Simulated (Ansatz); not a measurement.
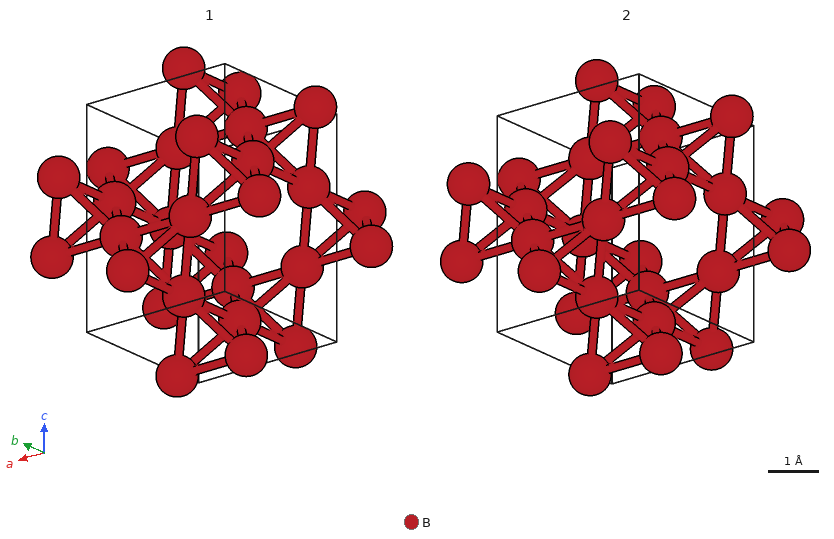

Two geometries of solid B (a generated structure, set up in I4_1/amd) (coarse preliminary run), drawn at one scale. One is the start of a relaxation, the other its converged end. A ball-and-stick model of the conventional cell (2 times the calculation's cell), seen from a free direction. Lengths and directions refer to the drawn axes.

Method: Ansatz, DFT PBE, scalar-relativistic, plane waves, PAW. Set-up: plane-wave cutoff 420 eV; k-point mesh 6 × 6 × 6; occupations gaussian; smearing width 0.1 eV; no spin polarisation; cell and atoms relaxed; force threshold 0.04 eV/Å; at most 70 steps.

Question: Which geometry has the lower energy?

Answer: Structure 1 is the relaxed one. The atoms keep their places relative to the cell (all moves are under 0.005 Å). The drawn cell changes as follows: a = b 3.655 → 3.564 Å (−2.5 %), c 4.654 → 4.903 Å (+5.4 %); the volume changes by +0.1 %. Some distances before and after: B–B 1.828 → 1.782 Å, B–B 1.739 → 1.758 Å. Bond angles that change, for instance: B–B–B 63.4° → 60.9°, B–B–B 116.6° → 119.1°. The space group stays I4_1/amd (No. 141). Over 6 accepted moves (7 points after the start) the energy falls by 17.5 meV per cell of the calculation. All forces vanish by symmetry, so only the cell relaxes. The pressure goes from 0.42 to 0.07 GPa. At 1 point the geometry stayed and the basis and grid were re-selected for the new cell (energy shift of 2.1 meV per cell of the calculation at most each time).
